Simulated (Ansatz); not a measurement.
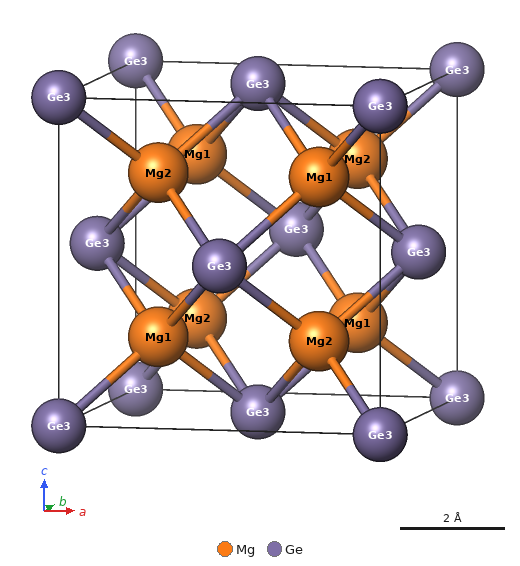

Reference structure: a symmetric starting cell of Mg$_{2}$Ge. Style: ball-and-stick. Shown: the conventional cell (4 times the calculation's cell), slightly off an axis. Lengths and directions refer to the drawn axes.

Method: DFT PBEsol, scalar-relativistic, plane waves, PAW (Ansatz 0.2.0). Settings: plane-wave cutoff 420 eV; k-point mesh 10 × 10 × 10; occupations gaussian; smearing width 0.05 eV; no spin polarisation.

The variant: All lengths are scaled by +1.0 % (volume +3.2 %), the atoms keeping their fractional coordinates. No relaxation follows. The starting cell wasn't computed here and needn't be at equilibrium, so pressure and forces aren't due to the change alone.

Input
```yaml
crystal:
  lattice:
    - [0.0, 3.22245261, 3.22245261]
    - [3.22245261, 0.0, 3.22245261]
    - [3.22245261, 3.22245261, 0.0]
  atoms:
    - { symbol: Mg, position: [0.25, 0.25, 0.25] }
    - { symbol: Mg, position: [0.75, 0.75, 0.75] }
    - { symbol: Ge, position: [0.0, 0.0, 0.0] }
basis:
  ecutwfc: 420
kpoints:
  mp_grid: { grid: [10, 10, 10] }
hamiltonian:
  xc: pbesol
scf:
  occupations: { method: gaussian, width: 0.05 }
output:
  forces: true
  stress: true
  eigenvalues: true
```

Command:
```bash
ansatz run input.yaml --threads 1 --pin off --max-ram 1331MiB --backend cpu --events-out ev --progress --plain --runs-dir out
```

> What does the calculation give for the changed structure?

The pressure is −1.8 GPa (not all of it need come from the change, since the unchanged cell can be under pressure at this level too). All forces vanish by symmetry. Near-neighbour distances before and after: Ge–Mg 2.762 → 2.791 Å. The space group stays Fm-3m (No. 225).
